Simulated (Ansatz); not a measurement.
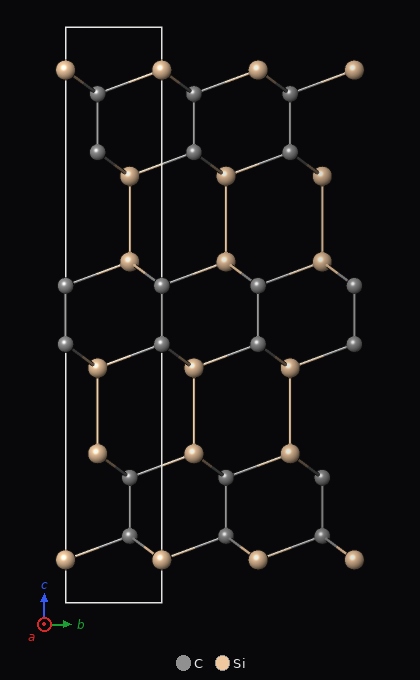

Projection along an edge of the hexagonal mesh, stacking direction c upwards. Every atom sits on one of the three columns of the mesh; call them A, B, C in the order in which they first turn up. The sequence starts with the first layer at or above the cell's origin.

System SiC; source of the atomic positions: the input geometry of an electronic-structure calculation (not necessarily at equilibrium); the starting structure was generated, so it need not be a known form of this composition.

> Read off the stacking sequence over one period.

Si(A) – C(B) – C(B) – Si(C) – Si(C) – C(A) – C(A) – Si(B) – Si(B) – C(C) – C(C) – Si(A) (twelve layers in 15.96 Å).
